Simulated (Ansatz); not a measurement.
# Decay of the tunnelling density with sample bias on Ta(100)-c(2x2)-In (PBE) and Ta(100)-c(2x2)-Pb (PBEsol)

Indium and lead are sp metals with three and four valence electrons, and here each forms an ordered overlayer on tantalum, a transition metal with a partly filled d band. States of both the overlayer and the substrate can therefore reach into the vacuum. How fast they decay there sets how strongly the current of a scanning tunnelling microscope responds to tip height, and so how an apparent barrier height is to be read. We follow the decay constant κ of the density between the Fermi level and the sample bias, fitted 3 to 5 Å above the top atom. It is compared with κ₀, the decay constant of a free electron at the top of the same window with no momentum along the surface.

## Method

Ansatz 0.2.0, plane-wave Kohn-Sham DFT with its default PAW datasets at cutoffs of 420 eV, level as listed. Slabs and stacks are built by hand and relaxed; a single point with 17 to 18 Å of vacuum, a dipole correction, Fermi-Dirac smearing of 0.05 eV and meshes of 14 points along the first in-plane vector gives the density of the states between the Fermi level and the sample bias. Its planar mean n(z) is fitted as exp(−2κz) between 3 and 5 Å above the top atom. Spin-paired, no spin-orbit coupling.

Notes on method and selection:

- A free electron at the Fermi level with no momentum along the surface decays with κ₀ = 0.5123·√Φ Å⁻¹, Φ in eV; momentum along the surface raises κ, and the slow approach of the potential to the vacuum level lowers it.
- The tip is left out (Tersoff-Hamann).
- Slabs this thin have discrete subbands, so κ depends on which of them fall in the window.
- Windows narrower than 0.1 V hold too few states on these meshes and are not listed; a blank corrugation was not computed at that height.
- Runs in which the search for lower states was switched off are not listed.
- Work functions and vacuum levels are read from the electrostatic potential (Hartree and local ionic parts), which a warning of a rough exchange-correlation potential in thin density does not concern.
- Sites and patterns name the starting structure; atoms can leave their sites in the relaxation.
- The default PAW datasets of this version of Ansatz are the set soft_2.
- Runs that did not converge, have known faults or may not be shown are not listed, and runs on Ansatz's PAW sets soft_1 and soft_2 are kept to separate tables.

Columns:

- bias (V): sample bias; negative images filled states.
- κ₀ of window top (Å⁻¹): 0.5123·√(Φ − E) for the highest energy E in the window, from the Fermi level.
- κ (Å⁻¹): decay constant κ of the window's density.
- corrugation (Å): corrugation at constant current, set to the mean density at the first listed height.

## Computed values

| member | surface | bias (V) | κ₀ of window top (Å⁻¹) | κ (Å⁻¹) | corrugation (Å) |
| --- | --- | --- | --- | --- | --- |
| −1.5 V | Ta(100)-c(2x2)-In, hollow site (PBE, Φ 4.35 eV, 3 Å) | −1.5 | 1.068 | 1.235 | 0.973 |
| −0.7 V | Ta(100)-c(2x2)-In, hollow site (PBE, Φ 4.35 eV, 3 Å) | −0.7 | 1.068 | 1.221 | 0.969 |
| −0.2 V | Ta(100)-c(2x2)-In, hollow site (PBE, Φ 4.35 eV, 3 Å) | −0.2 | 1.068 | ? | ? |
| +0.2 V | Ta(100)-c(2x2)-In, hollow site (PBE, Φ 4.35 eV, 3 Å) | 0.2 | 1.044 | 1.193 | 1.037 |
| +0.7 V | Ta(100)-c(2x2)-In, hollow site (PBE, Φ 4.35 eV, 3 Å) | 0.7 | 0.979 | 1.186 | 1.208 |
| +1.5 V | Ta(100)-c(2x2)-In, hollow site (PBE, Φ 4.35 eV, 3 Å) | 1.5 | 0.865 | 1.117 | 1.536 |
| −2 V | Ta(100)-c(2x2)-Pb, hollow site (PBEsol, Φ 4.59 eV, 3 Å) | −2.0 | 1.098 | 1.317 | 0.963 |
| −1 V | Ta(100)-c(2x2)-Pb, hollow site (PBEsol, Φ 4.59 eV, 3 Å) | −1.0 | 1.098 | 1.299 | 0.927 |
| −0.3 V | Ta(100)-c(2x2)-Pb, hollow site (PBEsol, Φ 4.59 eV, 3 Å) | −0.3 | 1.098 | 1.275 | 0.971 |
| +0.3 V | Ta(100)-c(2x2)-Pb, hollow site (PBEsol, Φ 4.59 eV, 3 Å) | 0.3 | 1.061 | 1.244 | 1.039 |
| +1 V | Ta(100)-c(2x2)-Pb, hollow site (PBEsol, Φ 4.59 eV, 3 Å) | 1.0 | 0.971 | 1.176 | 1.459 |
| +2 V | Ta(100)-c(2x2)-Pb, hollow site (PBEsol, Φ 4.59 eV, 3 Å) | 2.0 | 0.825 | 0.943 | – |

Cells marked ? are withheld until the estimate has been made.

## Mechanism

On both surfaces κ falls at every listed step from the most negative to the most positive bias. For Pb it goes from 1.317 Å⁻¹ at −2 V to 0.943 Å⁻¹ at +2 V. Moving out by 1 Å then lowers the density by a factor of exp(2 × 1.317) = 13.9 in the first case and exp(2 × 0.943) = 6.6 in the second.

The change is much weaker for filled states. Between −2 and −0.3 V the Pb surface loses (1.317 − 1.275) / 1.7 = 0.025 Å⁻¹ per volt, and between +0.3 and +2 V it loses (1.244 − 0.943) / 1.7 = 0.177 Å⁻¹ per volt. The barrier can account for the direction of this asymmetry. At negative bias the window always ends at the Fermi level, and a larger bias only adds deeper states with shorter tails, which count for less far out. At positive bias the top of the window climbs towards the vacuum level, and the new states have the longest tails if their momentum along the surface is no larger than that of the others.

The barrier at the window top does not give the size of the fall. From +0.2 to +1.5 V on In, κ drops by 1.193 − 1.117 = 0.076 Å⁻¹ while κ₀ drops by 1.044 − 0.865 = 0.179 Å⁻¹. From +1 to +2 V on Pb, κ drops by 1.176 − 0.943 = 0.233 Å⁻¹ and κ₀ by only 0.971 − 0.825 = 0.146 Å⁻¹. Empty states with large momentum along the surface could cause the slow fall on In. A subband with little such momentum entering the window could cause the fast one on Pb, helped by the potential, which is still below the vacuum level where κ is fitted. Both runs also warned of a rough exchange-correlation potential in this thin density, so a numerical share is possible.

The higher κ of Pb near zero bias is not a clean effect of the element, since the functional differs too. The work functions alone account for 1.098 − 1.068 = 0.030 Å⁻¹.

## Predicting the missing value

Plain estimates from the members shown:

- −0.2 V (Ta(100)-c(2x2)-In, hollow site (PBE, Φ 4.35 eV, 3 Å)), straight-line interpolation between −0.7 V and +0.2 V: w = (−0.2 − (−0.7)) / (0.2 − (−0.7)) = 0.556, so 1.221 + 0.556 × (1.193 − 1.221) = 1.205 Å⁻¹

The missing window, −0.2 V on In, lies between two listed neighbours that differ by only 0.028 Å⁻¹. We therefore start from the straight-line interpolation, 1.205 Å⁻¹.

The Pb surface offers a close test. Interpolating its −0.3 V row between −1 and +0.3 V gives 1.299 + (0.7 / 1.3) × (1.244 − 1.299) = 1.269 Å⁻¹, and the calculated value is 0.006 Å⁻¹ higher. An upward departure is expected, because κ bends downwards as the window passes from filled to empty states. For a smooth curve the departure scales with the product of the distances to the two neighbours, which is 0.7 × 0.6 = 0.42 V² for Pb and 0.5 × 0.4 = 0.20 V² here. The shift is then 0.006 × 0.20 / 0.42 = 0.003 Å⁻¹, and the estimate becomes 1.205 + 0.003 = 1.208 Å⁻¹.

The same interpolation, tried on In, misses the −0.7 V row by +0.006 Å⁻¹ (row less interpolation) and the +0.2 V row by −0.006 Å⁻¹. On Pb it misses the +0.3 V row by +0.015 Å⁻¹. The changing sign shows that the curve is not perfectly smooth, as discrete subbands in a narrow window would make it. From these misses we take a standard deviation of 0.008 Å⁻¹.

**Committed estimate, −0.2 V (Ta(100)-c(2x2)-In, hollow site (PBE, Φ 4.35 eV, 3 Å)): κ = 1.208 ± 0.008 Å⁻¹.**

## Result

| member | surface | bias (V) | κ₀ of window top (Å⁻¹) | κ (Å⁻¹) | corrugation (Å) |
| --- | --- | --- | --- | --- | --- |
| −0.2 V | Ta(100)-c(2x2)-In, hollow site (PBE, Φ 4.35 eV, 3 Å) | −0.2 | 1.068 | 1.209 | 0.883 |

| member | estimate | κ (Å⁻¹) | computed | estimate − computed | miss in error bars |
| --- | --- | --- | --- | --- | --- |
| −0.2 V (Ta(100)-c(2x2)-In, hollow site (PBE, Φ 4.35 eV, 3 Å)) | committed | 1.208 | 1.209 | −0.001 | 0.1 |
| −0.2 V (Ta(100)-c(2x2)-In, hollow site (PBE, Φ 4.35 eV, 3 Å)) | interpolation | 1.205 | 1.209 | −0.004 |  |

κ (Å⁻¹) against bias (V):

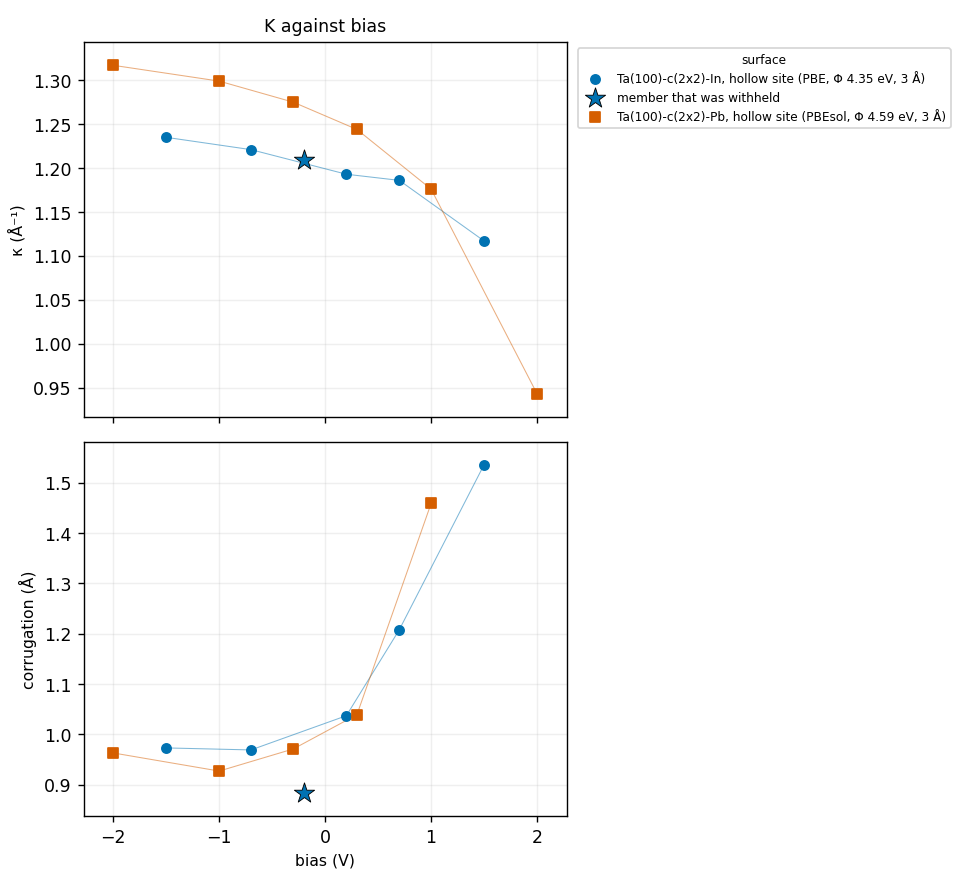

The estimate of 1.208 Å⁻¹ is 0.001 Å⁻¹ below the computed 1.209 Å⁻¹, well inside its error bar. The straight-line interpolation was 0.004 Å⁻¹ too low, which is also inside that bar. The upward shift had the right sign, but the gain of 0.003 Å⁻¹ is smaller than the usual misses of the route and lends it little support.

The smooth curve assumed in scaling the shift does not describe the whole In series. There κ falls by (1.209 − 1.193) / 0.4 = 0.040 Å⁻¹ per volt across the Fermi level, by 0.014 from +0.2 to +0.7 V, and by 0.086 from there to +1.5 V. Discrete subbands entering the window may cause this unevenness.

The new row does support the account of the filled states. From −1.5 to −0.2 V the fall on In is (1.235 − 1.209) / 1.3 = 0.020 Å⁻¹ per volt, close to the 0.025 found on Pb. Adding deeper states changes the decay only slightly on either surface.

## Exceptions

Measured by κ − κ₀, which averages 0.18 Å⁻¹ over the twelve rows, two members stand out, both at the largest positive bias of their surface.

In at +1.5 V lies high, with 1.117 − 0.865 = 0.252 Å⁻¹. Part of this is expected, because κ₀ belongs to the top of the window while κ also contains the lower states, which decay faster. Momentum along the surface would raise κ further. The corrugation of 1.536 Å, the largest listed, would fit such states but does not identify them.

Pb at +2 V lies low, with 0.943 − 0.825 = 0.118 Å⁻¹, although its window is wider still. A subband near the window top with little momentum along the surface would have this sign. So would the slow approach of the potential to the vacuum level, which lowers κ most where the remaining barrier is small. As the slab is thin, the energy at which such a subband enters may depend on its thickness, and the contrast with In should not be read as a property of the two elements.

## Summary

On both surfaces κ falls at every listed step towards positive bias. Straight-line interpolation between neighbouring rows misses the inner filled-state rows by less than 0.01 Å⁻¹, but the +1 V row on Pb by 1.176 − (1.244 + (0.7 / 1.7) × (0.943 − 1.244)) = 0.056 Å⁻¹. For comparison, the standard deviation of κ about the mean of its surface's six rows is 0.04 Å⁻¹ on In and 0.13 Å⁻¹ on Pb.

In every row, a barrier height read directly from κ exceeds the barrier at the window top. For In at −0.2 V it is (1.209 / 0.5123)² = 5.57 eV, against a computed work function of 4.35 eV.

The main omission is the field of the tip. With equal work functions it shifts the mean barrier by about half the bias, upwards at positive and downwards at negative sample bias. At ±1.5 V the shift is 1.5 / 2 = 0.75 eV. As κ² grows by 0.5123² Å⁻² per eV of barrier, κ near 1.2 Å⁻¹ changes by about 0.5123² × 0.75 / (2 × 1.2) = 0.08 Å⁻¹ each way, against the listed trend. The combined change of about 2 × 0.08 = 0.16 Å⁻¹ exceeds the whole fall on In, 1.235 − 1.117 = 0.118 Å⁻¹, so a measured series could even run the other way.
